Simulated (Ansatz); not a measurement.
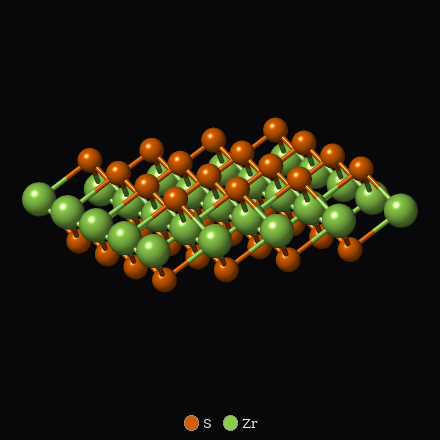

The system is H₂ on a two-dimensional sheet of ZrS₂ (12 atoms of substrate and one adsorbate in a 2 × 2 cell); the picture shows it without the atoms that are moved over the map. H2 lies flat over one site of a rigid substrate while its bond length and height are varied; it sits over a hollow site, heights counted from the top plane, its axis along the long diagonal of the hexagonal surface cell. First axis: distance H13-H14. Second axis: height of the H2 axis above the plane of S9. The grid has 8 × 9 points. At 16 points there is no value (left out: too close to the surface, or the stretched molecule far from it). Points are written as (first, second). All energies are given in eV relative to the lowest grid point. These are results of DFT PBE+D3(BJ), scalar-relativistic, plane waves, PAW in Ansatz, not measurements. Settings: cutoff 420 eV, k-mesh 6×6×1, gaussian smearing 0.05 eV, no spin polarisation.

Range: distance H13-H14 from 0.650 to 2.650 Å; height of the H2 axis above the plane of S9 from 0.45 to 3.60 Å.

**What will the energy surface look like?**

The lowest grid point is at (0.750 Å, 2.60 Å). The highest grid point, (2.235 Å, 0.45 Å), lies 4.50 eV above the lowest. On the interpolated surface the lowest path from the intact molecule far from the surface, about (0.76 Å, 3.11 Å), to the stretched end of the scan, (2.650 Å, 1.09 Å), has its top at about (1.86 Å, 0.94 Å), about 3.2 eV above the start and 0.017 eV above the end.

```csv
"second ↓, first →",0.650,0.750,0.919,1.181,1.495,1.849,2.235,2.650
3.60,0.24,0.02,0.35,1.49,–,–,–,–
3.00,0.22,0.00,0.33,1.45,–,–,–,–
2.60,0.22,0.00,0.31,1.44,–,–,–,–
2.05,0.28,0.06,0.36,1.45,2.76,–,–,–
1.73,0.39,0.18,0.46,1.51,2.72,3.66,4.21,4.44
1.41,0.63,0.41,0.67,1.65,2.71,3.42,3.70,3.70
1.09,1.04,0.82,1.07,1.96,2.83,3.22,3.23,3.18
0.77,1.67,1.47,1.75,2.55,3.13,3.22,3.31,4.30
0.45,2.49,2.31,2.62,3.26,3.41,3.37,4.50,–
```

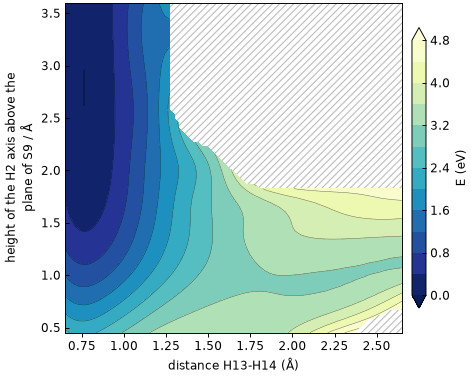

In the figure: filled contours, one colour for all values above the top of the scale, hatched blanks where no value was computed. Between grid points the surface is interpolated.

Each point was launched as `ansatz run input.yaml --threads 2 --pin off --max-ram 6144MiB --backend cpu --events-out ev --progress --plain --runs-dir out`. Time for the 56 points that were run: 50 min on 2 threads of Arm Neoverse V1, with other jobs on the host.

PAW datasets: the set soft_1.
